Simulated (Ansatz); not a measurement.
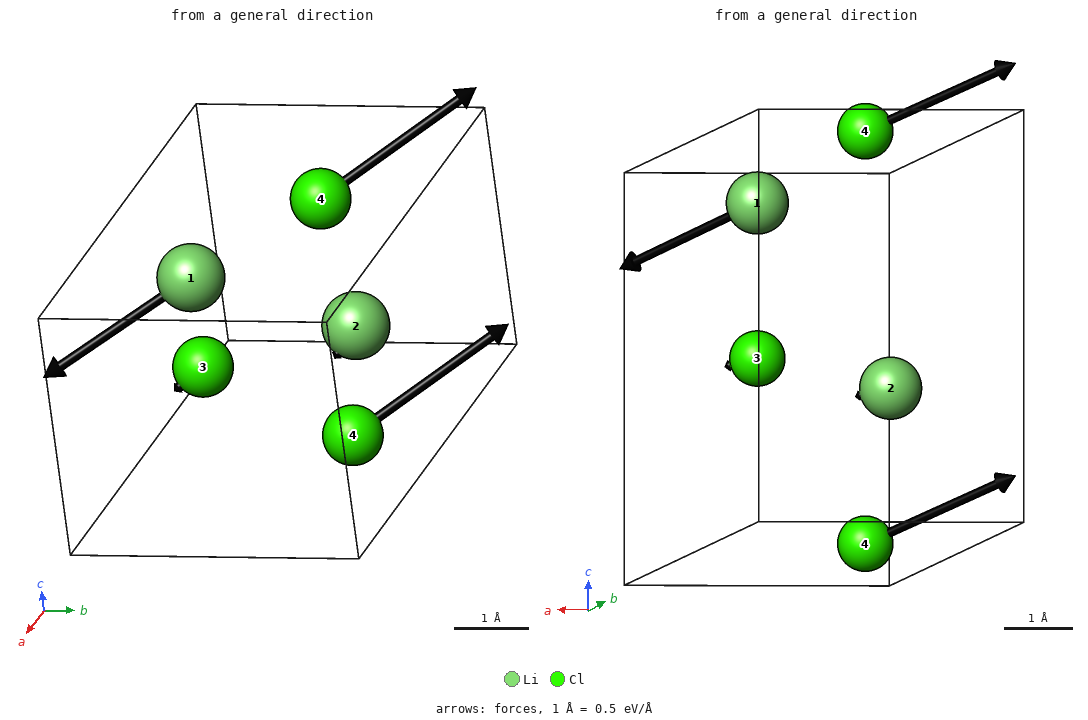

A spheres-only rendering, viewed from two general directions. The wireframe shows the simulation cell. The arrows are the computed forces on the atoms.

System: LiCl. Method used: DFT PBE, scalar-relativistic, plane waves, PAW (Ansatz 0.2.0). It ran with a kinetic-energy cutoff of 420 eV, a 9×9×4 grid in reciprocal space, Gaussian smearing of 0.02 eV, no spin polarisation.

> Is the structure at rest?

No. The atoms still feel forces of up to about 1.1 eV/Å, far above a usual threshold of 0.01 to 0.03 eV/Å.

The initial geometry was a structure listed in the Materials Project. The cell was then strained or its atoms displaced on purpose. It was run through Ansatz as a DFT input.
